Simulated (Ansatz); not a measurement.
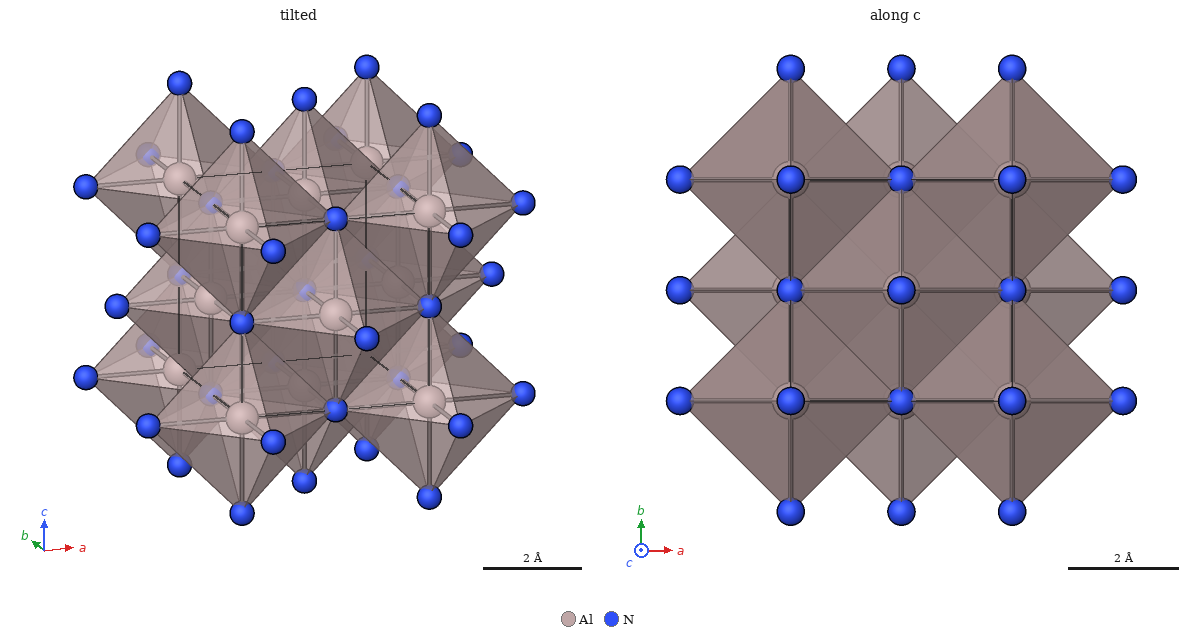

View slightly off an axis and along the c axis, drawn as a polyhedral model. The conventional unit cell is outlined; an atom on or near a face, edge or corner is repeated at each equivalent position. A few atoms beyond the faces are included.

AlN, rock salt (NaCl type), space group Fm-3m (No. 225), a = 4.038 Å, b = 4.038 Å, c = 4.038 Å, α = 90.00°, β = 90.00°, γ = 90.00°. The initial geometry was a structure type filled with these elements by a generator (whether the compound takes this form wasn't checked). Earlier steps of the study may have refined or changed the cell and positions. It went into a calculation with Ansatz.

This one geometry was computed with Ansatz (DFT, plane waves, PAW) at three levels of theory: HSE06, PBE and r2SCAN. It was relaxed beforehand with r2SCAN.

**Which level gives the highest pressure at this volume, and what does that say about its equilibrium volume?**

Highest: PBE (6.4 GPa), which points to the largest equilibrium volume. Lowest, with the smallest volume: HSE06 (-1.5 GPa). Levels within 0.5 GPa of each other can't be told apart.

**How does the band gap change with the level of theory?**

PBE: a gap of 4.67 eV, indirect; r2SCAN: a gap of 5.52 eV, indirect; HSE06: a gap of 6.08 eV, indirect.

**Collect the results in a table.**

| level | cutoff (eV) | k-mesh of the run's cell | gap (eV) | pressure (GPa) |
| --- | --- | --- | --- | --- |
| HSE06 | 420 | 8×8×8 | 6.08 | -1.5 |
| PBE | 420 | 10×10×10 | 4.67 | 6.4 |
| r2SCAN | 500 | 10×10×10 | 5.52 | 0.0 |

Gaps are taken on the k-mesh or band path of each run.
